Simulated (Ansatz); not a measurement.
## Run report: ZrSi2O6, band-structure calculation

System: ZrSi2O6 (C2, 9 atoms in the cell).
Method: DFT PBE, scalar-relativistic, plane waves, PAW, no spin polarisation (Ansatz 0.2.0).

The structure was made by a generator, so it may or may not be a known phase. Figures and captions count atoms from 1; the log counts them from 0 in places.

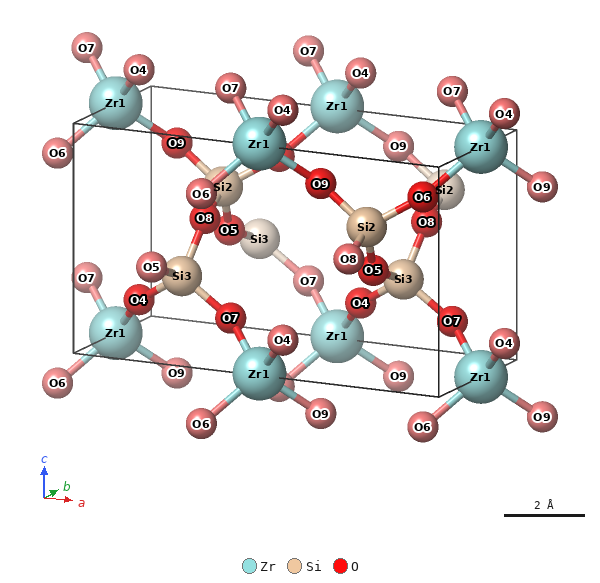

The structure as given in the input (ball-and-stick view of the cell 2 times as large as that of the calculation, set on its symmetry axes, seen slightly off an axis; neighbours outside the cell are drawn fainter; atoms are numbered from 1 in the order of the input). An atom can appear more than once, as a periodic image.

Input:
```yaml
crystal:
  lattice:
    - [4.9871333733, -2.5039236027, -0.0021078262]
    - [4.9871333733, 2.5039236027, -0.0021078262]
    - [-0.1854132125, 0.0, 5.8956963565]
  atoms:
    - { symbol: Zr, position: [0.4572640071, 0.5427359929, 0.0] }
    - { symbol: Si, position: [0.5196215306, 0.9861049307, 0.6547608699] }
    - { symbol: Si, position: [0.0138950693, 0.4803784694, 0.3452391301] }
    - { symbol: O, position: [0.7919416057, 0.4311533578, 0.2025884385] }
    - { symbol: O, position: [0.306343915, 0.1539632941, 0.4309599769] }
    - { symbol: O, position: [0.5688466422, 0.2080583943, 0.7974115615] }
    - { symbol: O, position: [0.124798123, 0.6287370463, 0.1840156362] }
    - { symbol: O, position: [0.8460367059, 0.693656085, 0.5690400231] }
    - { symbol: O, position: [0.3712629537, 0.875201877, 0.8159843638] }
basis:
  ecutwfc: 420
kpoints:
  mp_grid: { grid: [6, 6, 4] }
  band_path:
    path:
      - [[0.0, 0.0, 0.0], [-0.31308427, 0.31308427, 0.0]]
      - [[-0.68691573, -0.31308427, 0.0], [-0.5, -0.5, 0.0], [0.0, 0.0, 0.0], [-0.5, -0.5, 0.5], [-0.69031387, -0.30968613, 0.5]]
      - [[-0.30968613, 0.30968613, 0.5], [0.0, 0.0, 0.5], [0.0, 0.0, 0.0]]
      - [[-0.5, 0.0, 0.5], [0.0, 0.0, 0.0], [-0.5, 0.0, 0.0]]
    npoints: 14
hamiltonian:
  xc: pbe
scf:
  occupations: { method: gaussian, width: 0.02 }
  n_extra_bands: 22
output:
  forces: true
  stress: true
  eigenvalues: true
  populations: true
  dos: { projected: true, de: 0.02, nscf_kmesh: { grid: [9, 9, 6] } }
  bader: true
  write_density: true
  write_potential: true
  elf: true
  volumetric_format: npy
```

Hardware: 1 thread of AMD EPYC (Zen 3), 189 GiB of memory available, shared host.

Launched with:
```bash
ansatz run input.yaml --threads 1 --pin off --max-ram 2560MiB --backend cpu --events-out ev --progress --plain --runs-dir out
```

The program's output:
```
scf.n_extra_bands = 22 over 28 filled bands (N_el = 56.0): the run solves 50 bands
Engine: ansatz 0.2.0, x86_64-unknown-linux-gnu
Pseudopotentials: kind: paw
Pseudopotential: Zr, paw, valence charge 12, recommended cutoff 420 eV (normal), Zr.paw.azcp
Pseudopotential: Si, paw, valence charge 4, recommended cutoff 420 eV (normal), Si.paw.azcp
Pseudopotential: O, paw, valence charge 6, recommended cutoff 420 eV (normal), O.paw.azcp
Functional definition: PBE
  parameter kappa = 0.804
  parameter beta = 0.06672455060314922
  exchange = pbe_x(kappa = kappa, mu = beta*pi^2/3)
  correlation = pbe_c(beta = beta)
Crystal: 9 atoms, lattice volume = 147.242 Å³
Basis set: ecut = 420 eV, 2893 PW (Γ), exchange–correlation on 80×80×80 points (8 copies of the dense FFT grid, shifted against one another)
Bands: 50, of which v1, the nominal top of the filled ones, is band 28 counted from 1 (27 counted from 0)
Symmetry: 2 space group operations
Space group: C2 (ITA 5), of the structure as read, at distance tolerance 5.3e-5 Å
k-points: 47 of 144 (time reversal used)
Non-local potential: Zr, projectors of the file, l = 0: 3, l = 1: 2, l = 2: 2, l = 3: 2
Non-local potential: Si, projectors of the file, l = 0: 2, l = 1: 2, l = 2: 2
Non-local potential: O, projectors of the file, l = 0: 2, l = 1: 2, l = 2: 1
PAW form: soft (Blöchl's): semilocal exchange-correlation on the pseudo side does not see the compensation charge
PAW one-centre angular grid: Zr, 590 points (default); XC on 64 Gauss nodes
PAW one-centre angular grid: Si, 110 points (default); XC on 64 Gauss nodes
PAW one-centre angular grid: O, 110 points (default); XC on 64 Gauss nodes
Initial density: superposition of atomic densities (neutral atoms: chi_scale 0, normalization atom), corrected by the library's trained network
Initial wavefunctions: pseudopotential atomic-orbital guess
Functional: x = pbe(κ = 0.804, μ = 0.2195149727645171), c = pbe(β = 0.06672455060314922)
SCF iter   1: F=—  HF=-8871.573127 eV  |F-HF|=—  |Δ(HF+E_count)|=         —  Δρ=2.00e-3  dr2=9.83e-3  ethr=1.77e-3  ⟨swp⟩=6.0  Hψ=11107  notcnv=0  defer=280
preconditioner: auto → Resta (q_TF=auto, 2.322 Å⁻¹)  ε∞=2.4  [insulator: Δε(μ)=5.154 eV  Ē_g=18.934 eV  σ=0.020 eV  W_gap=1.00  n_scr=26 (ndim 8)  ℏωp=22.5 eV  f_vac=0.224  D(μ)=0.00/eV (n_scr^D=0)  ε∞_Penn≈2.4]
SCF iter   2: F=—  HF=-8871.574527 eV  |F-HF|=—  |Δ(HF+E_count)|=   1.40e-3  Δρ=9.75e-4  dr2=9.96e-4  ethr=1.75e-5  ⟨swp⟩=2.0  Hψ=4335  notcnv=0  defer=741
SCF iter   3: F=—  HF=-8871.575209 eV  |F-HF|=—  |Δ(HF+E_count)|=   6.82e-4  Δρ=4.64e-4  dr2=2.89e-4  ethr=1.78e-6  ⟨swp⟩=2.0  Hψ=2577  notcnv=0  defer=741
SCF iter   4: F=—  HF=-8871.575508 eV  |F-HF|=—  |Δ(HF+E_count)|=   3.00e-4  Δρ=2.01e-4  dr2=5.69e-5  ethr=5.15e-7  ⟨swp⟩=2.0  Hψ=2568  notcnv=0  defer=741
SCF iter   5: F=—  HF=-8871.575590 eV  |F-HF|=—  |Δ(HF+E_count)|=   8.17e-5  Δρ=4.30e-5  dr2=2.91e-6  ethr=1.02e-7  ⟨swp⟩=2.0  Hψ=2373  notcnv=0  defer=741
SCF iter   6: F=—  HF=-8871.575594 eV  |F-HF|=—  |Δ(HF+E_count)|=   4.34e-6  Δρ=1.40e-5  dr2=2.24e-7  ethr=5.20e-9  ⟨swp⟩=2.0  Hψ=2447  notcnv=0  defer=741
SCF iter   7: F=—  HF=-8871.575594 eV  |F-HF|=—  |Δ(HF+E_count)|=   1.18e-7  Δρ=9.64e-6  dr2=1.12e-7  ethr=1.79e-10  ⟨swp⟩=18.5  Hψ=18751  notcnv=0
SCF iter   8: F=-8871.575594 eV  HF=-8871.575594 eV  |F-HF|=1.26e-9  |Δ(HF+E_count)|=   2.11e-9  Δρ=2.44e-6  dr2=7.49e-9  ethr=1.79e-10  ⟨swp⟩=8.6  Hψ=11935  notcnv=0
SCF 1 converged in 8 iterations: F = -8871.575594 eV  dr2 = 7.49e-9
  greatest PAW one-centre occupation: 0.996 electrons in one spin orbital (limit 2), on the Zr atom at site 0 (counted from 0), in its partial waves of l = 0
```

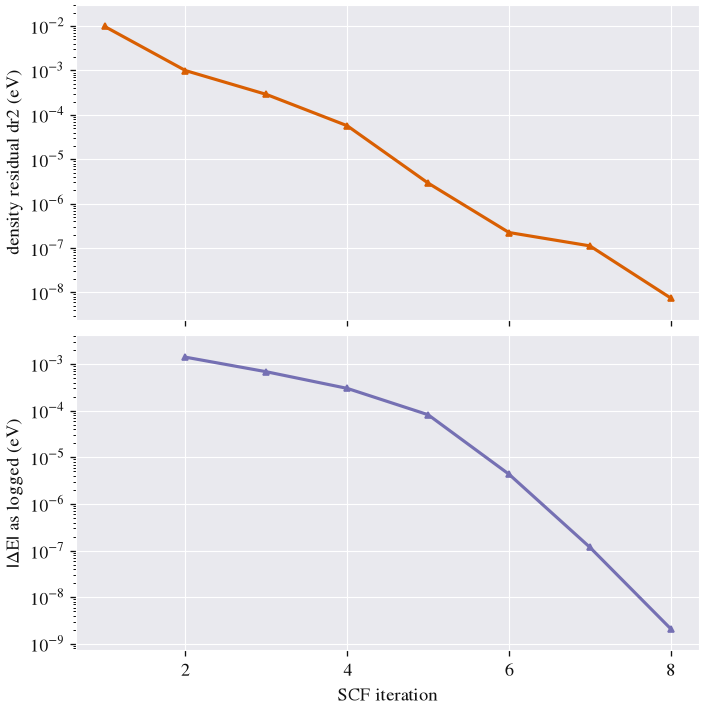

Convergence of the self-consistent field: density residual dr2 and size of the energy change against the SCF iteration. The residual falls at every step.

```
NSCF: frozen V_eff on 130 k-points
NSCF: frozen V_eff on 140 k-points
SCF converged after 8 iterations
Free energy (F): -8871.575594 eV
Harris-Foulkes:  -8871.575594 eV  (|F-HF|=1.26e-9)
Internal energy: -8871.575594 eV  (E = F + TS)
E sigma→0 (E₀):  -8871.575594 eV
Fermi energy:    4.599061 eV
--- Per-component energies (eV) ---
  E_band       = -429.564973
  E_kinetic    = 1485.913153
  E_local      = -4290.186496  (includes V_loc(G=0)·N_el)
  E_nonlocal   = 411.953257
  E_hartree    = 1559.159815
  E_xc         = -717.703549
  E_vxc        = -852.961930  (∫ρ·V_xc dr)
  E_paw        = -4930.848049  (= ΣΔE_a)
  E_vpaw       = -302.616123  (= ΣTr[D̂ρ^β])
  E_aug_tail   = 0.015255  (compensation charges beyond the density's cutoff)
  E_ewald      = -2389.878981
  E_smearing   = -0.000000  (= −TS)
  E_closure    = 0.000000  (closes the sum)
  Σ components = -8871.575594   (vs F -8871.575594, Δ=0.00e0)
--- Forces (eV/Å), atoms counted from 1 ---
  atom   1  Zr     0.00000000    -0.00009867     0.00000000
  atom   2  Si    -0.00124809     0.00329559     0.00111342
  atom   3  Si     0.00124809     0.00329559    -0.00111342
  atom   4  O     -0.00182717     0.00118286     0.00139793
  atom   5  O      0.00331785    -0.00407463    -0.00611625
  atom   6  O      0.00182717     0.00118286    -0.00139793
  atom   7  O     -0.00217319    -0.00035218     0.00110295
  atom   8  O     -0.00331785    -0.00407463     0.00611625
  atom   9  O      0.00217319    -0.00035218    -0.00110295
  max |Σ_I F_I| component: 4.61e-6 eV/Å
--- Stress (GPa, compression-positive) ---
        0.000307       0.000000       0.011712
        0.000000       0.002834       0.000000
        0.011717       0.000000       0.001477
  P = ⅓ Tr σ = 0.0015 GPa (0.015 kbar)
--- Band table (eV; the first three rows and the last of 47) ---
  k-point 0: bands = ["-45.0006", "-23.3495", "-23.3470", "-23.3329", "-16.6774", "-15.2129", "-14.8177", "-14.6826", "-14.1499", "-14.0603", "-5.7551", "-3.2375", "-2.8829", "-2.3138", "-2.0809", "-1.3668", "-0.6042", "-0.3603", "-0.3047", "0.0756", "0.3225", "0.5352", "0.7211", "1.0634", "1.2476", "1.4723", "1.7591", "1.7766", "7.1792", "7.7117", "7.7808", "8.5897", "8.9343", "9.0011", "11.4428", "11.7551", "11.9461", "12.4672", "12.6718", "13.6649", "13.8147", "15.1034", "15.1523", "15.3325", "15.3522", "16.0095", "16.0504", "16.3117", "16.5044", "16.9779"]
  k-point 1: bands = ["-45.0006", "-23.3495", "-23.3473", "-23.3331", "-16.6446", "-15.2176", "-15.0492", "-14.4764", "-14.1583", "-14.0514", "-5.7732", "-3.2175", "-2.8099", "-2.3456", "-2.0265", "-1.4729", "-0.5162", "-0.3344", "-0.2456", "-0.0118", "0.2112", "0.6057", "0.6688", "0.7499", "1.3434", "1.4672", "1.8025", "1.9555", "7.5236", "7.7293", "7.8483", "8.6003", "8.9394", "9.0354", "10.4201", "11.6899", "12.2073", "12.3113", "13.1491", "13.4241", "13.8558", "14.7009", "15.0711", "15.0983", "15.5456", "15.6726", "16.2552", "16.3888", "16.5323", "17.2028"]
  k-point 2: bands = ["-45.0006", "-23.3495", "-23.3476", "-23.3332", "-16.6091", "-15.2406", "-15.1611", "-14.3746", "-14.1657", "-14.0434", "-5.7910", "-3.1965", "-2.7244", "-2.3933", "-1.9440", "-1.5956", "-0.5182", "-0.2031", "-0.1420", "0.0354", "0.0946", "0.1748", "0.6853", "0.8651", "1.2816", "1.4096", "1.9747", "2.0190", "7.6402", "7.7013", "8.6827", "8.8694", "8.9381", "8.9723", "8.9789", "11.6305", "12.2668", "12.7415", "12.8033", "13.3781", "13.9742", "14.6079", "14.6264", "14.9381", "15.4302", "15.9241", "16.1499", "16.1887", "16.9771", "17.0261"]
  k-point 46: bands = ["-45.0005", "-23.3533", "-23.3498", "-23.3345", "-16.6179", "-15.2143", "-14.7994", "-14.4675", "-14.4207", "-14.0972", "-5.7376", "-3.2513", "-2.6432", "-2.5508", "-2.2415", "-1.5900", "-0.3488", "-0.0538", "-0.0116", "0.1682", "0.5266", "0.5353", "0.5941", "0.8068", "1.2258", "1.2768", "1.5548", "1.6871", "7.5192", "8.0919", "8.1956", "8.6193", "8.8830", "10.1799", "10.8562", "10.9458", "11.0033", "12.5853", "12.6262", "12.9364", "12.9557", "13.7171", "14.3750", "14.8010", "16.1138", "16.3826", "16.4693", "16.5790", "17.4612", "17.6856"]
--- Löwdin populations: 9 sites ---
  site symbol       q [e]
     0     Zr     10.3954
     1     Si      2.2644
     2     Si      2.2644
     3      O      6.7265
     4      O      6.8012
     5      O      6.7265
     6      O      6.7320
     7      O      6.8012
     8      O      6.7320
  spilling = 0.009937 (of n_electrons = 56.000000)
--- Bader charges: 9 sites ---
  site symbol  charge [e]  shift [e]
     0     Zr      2.5942     0.0030
     1     Si      3.2732     0.0108
     2     Si      3.2732     0.0108
     3      O     -1.4572     0.0021
     4      O     -1.6545     0.0052
     5      O     -1.4572     0.0021
     6      O     -1.4586     0.0021
     7      O     -1.6545     0.0052
     8      O     -1.4586     0.0021
  estimated error of the sums over rays = 4.9e-4 e
```

File bader_charges.tsv:
```
# site	symbol	x_ang	y_ang	z_ang	partial_charge_e	electrons	volume_ang3	relative_density_drop	shared_charge_e	partial_wave_shift_e
# quadrature_error_electrons = 4.9e-4
0	Zr	4.9871	0.2140	-0.0021	2.59420	37.40580	13.51	-	2.59420	0.00297
1	Si	7.3879	1.1680	3.8571	3.27322	10.72678	3.06	-	3.27322	0.01084
2	Si	2.4010	1.1680	2.0344	3.27323	10.72677	3.06	-	3.27323	0.01084
3	O	6.0622	-0.9034	1.1918	-1.45718	9.45718	20.83	-	-1.45718	0.00206
4	O	2.2157	-0.3815	2.5398	-1.65453	9.65453	19.49	-	-1.65453	0.00516
5	O	3.7267	-0.9034	4.6997	-1.45718	9.45718	20.83	-	-1.45718	0.00206
6	O	3.7239	1.2618	1.0833	-1.45860	9.45860	21.13	-	-1.45860	0.00214
7	O	7.5731	-0.3815	3.3516	-1.65453	9.65453	19.49	-	-1.65453	0.00516
8	O	6.0650	1.2618	4.8082	-1.45860	9.45860	21.13	-	-1.45860	0.00214
```

File populations.tsv:
```
# site	symbol	l	j	q
# orbitals = lowdin
# n_electrons = 56.000000
# spilling = 0.009937
0	Zr	0_4S	-	1.965566
0	Zr	0_5S	-	0.295546
0	Zr	1_4P	-	5.960968
0	Zr	2_4D	-	2.173285
1	Si	0_3S	-	0.712063
1	Si	1_3P	-	1.552364
2	Si	0_3S	-	0.712063
2	Si	1_3P	-	1.552364
3	O	0_2S	-	1.659764
3	O	1_2P	-	5.066716
4	O	0_2S	-	1.617170
4	O	1_2P	-	5.184037
5	O	0_2S	-	1.659764
5	O	1_2P	-	5.066716
6	O	0_2S	-	1.669169
6	O	1_2P	-	5.062802
7	O	0_2S	-	1.617170
7	O	1_2P	-	5.184037
8	O	0_2S	-	1.669169
8	O	1_2P	-	5.062802
```

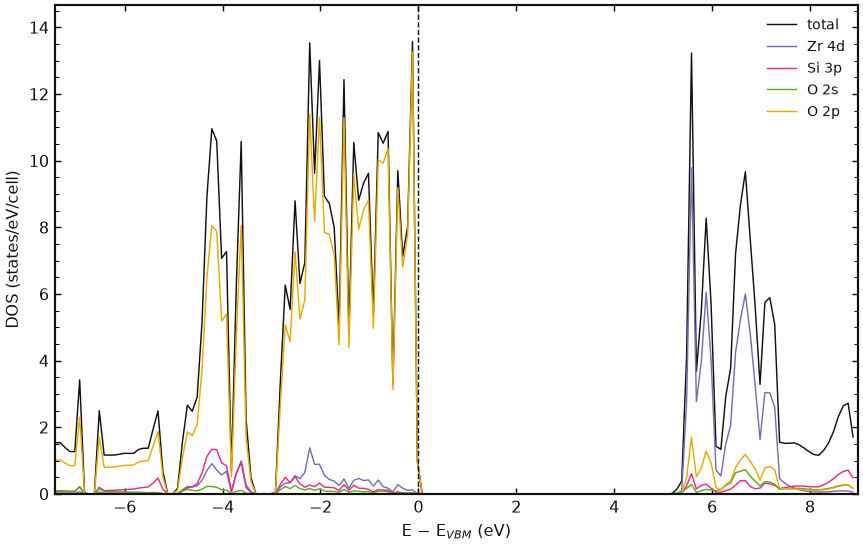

Density of states (projected on Löwdin-orthogonalised atomic shells), with energies from the valence-band top. There is a gap of 5.16 eV on the k-point mesh.

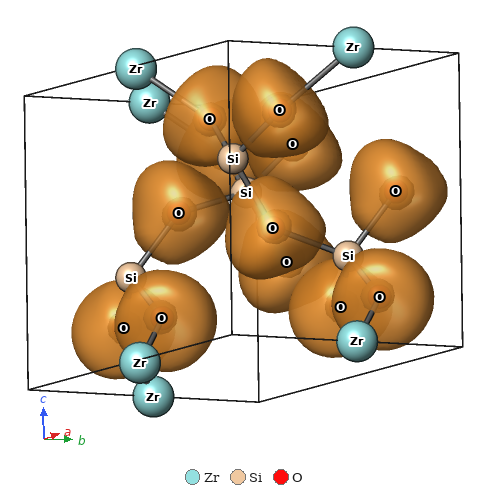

Isosurface of the electron localisation function at 0.65 (orange), seen at an oblique angle. Only the valence region is drawn (cores and ρ < 0.01 e/Å³ removed). Sticks mark near contacts. The outline is the cell set on symmetry axes. Profiles from the grid: Si–O (1.63 Å): the ELF peaks at about 0.85 between the atoms (a polar covalent bond). Zr–O (1.96 Å): the ELF peaks at about 0.80 in the valence shell of O, 0.6 Å from its nucleus, and drops to about 0.25 between the two atoms. Core electrons are frozen (PAW), so the fields are smoothed inside the atomic spheres.

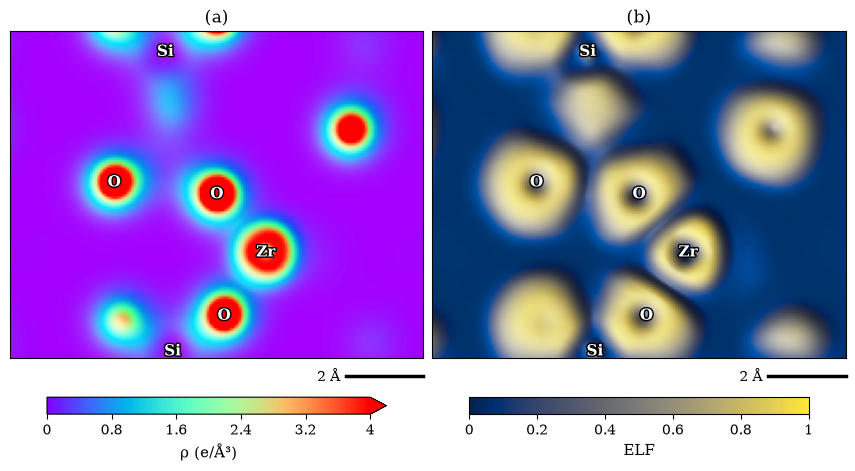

(a) valence electron density; (b) electron localisation function on the (011̄) plane of the conventional cell. Zr–O (1.96 Å): the density is about 0.92 e/Å³ at the midpoint; the ELF peaks at about 0.80 in the valence shell of O, 0.6 Å from its nucleus, and drops to about 0.25 between the two atoms. Away from the nuclei the density in this plane falls to 0.003 e/Å³ at its lowest. The strong features right at Zr lie inside the PAW spheres (semicore, d or f shells) and say nothing about bonding.

Results in brief:

- outcome: converged
- space group (tolerance 0.01 Å): C2 (5)
- electrons treated: 56
- free energy: −8871.5756 eV
- Fermi energy: 4.599 eV
- gap on the k-point mesh: 5.16 eV
- gap on the band path: 5.16 eV
- pressure: 0.00 GPa
- largest force (length of the vector): 0.008 eV/Å
- wall time: 6.1 min
- peak memory: 0.83 GiB
